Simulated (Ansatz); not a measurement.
System: H.

```
H
1.0
     7.31799   -7.32788    0.00000
     7.31799    7.32788    0.00000
    -7.31799    0.00000    7.34953
H
16
Direct
  0.02431 0.06414 0.79723
  0.74810 0.15239 0.59645
  0.41626 0.84459 0.24896
  0.93559 0.45568 0.41947
  0.42539 0.80990 0.82592
  0.22712 0.60056 0.02527
  0.66337 0.40135 0.99352
  0.57065 0.71494 0.08855
  0.45264 0.73648 0.81356
  0.17075 0.63925 0.04184
  0.71333 0.34845 0.99043
  0.48227 0.66886 0.00839
  0.08696 0.03699 0.84354
  0.82096 0.14690 0.66971
  0.40938 0.92615 0.29693
  0.85292 0.45336 0.34023
```

Space group P1; a structure from a database of computed crystals, not necessarily the ambient phase; not relaxed (largest force 1.9 eV/Å).

Theory: DFT PBEsol, scalar-relativistic, plane waves, PAW (Ansatz).

### What can the converged valence pseudo-density and electron localisation function tell about the bonding?

H–H (0.76 Å): ρ at the midpoint is about 1.7 e/Å³; the ELF peaks at about 1 between the atoms.
H–H (0.76 Å): the density is about 1.7 e/Å³ at the midpoint; the ELF peaks at about 1 between the atoms.

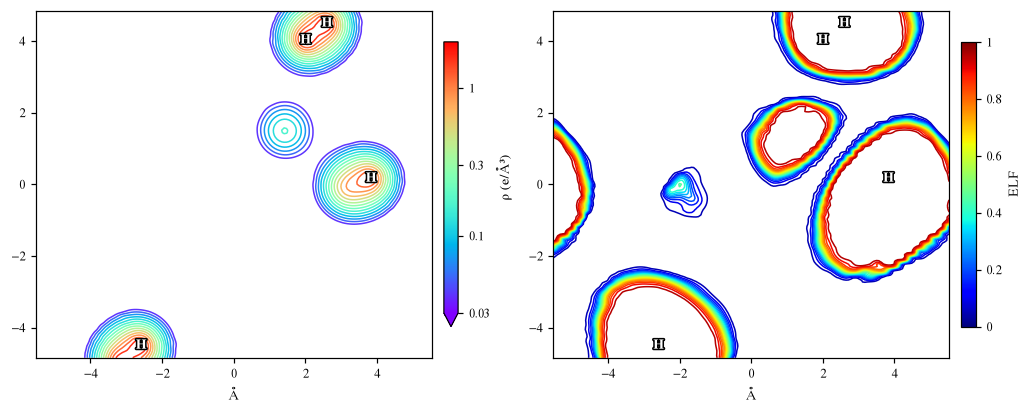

Computed valence pseudo-density and electron localisation function on the (100) plane of the conventional cell, in this order. Atoms just off the plane (H, 0.4 Å away) can leave unmarked features too.

In a PAW calculation such maps are meaningful between the atoms, not at the nuclei.
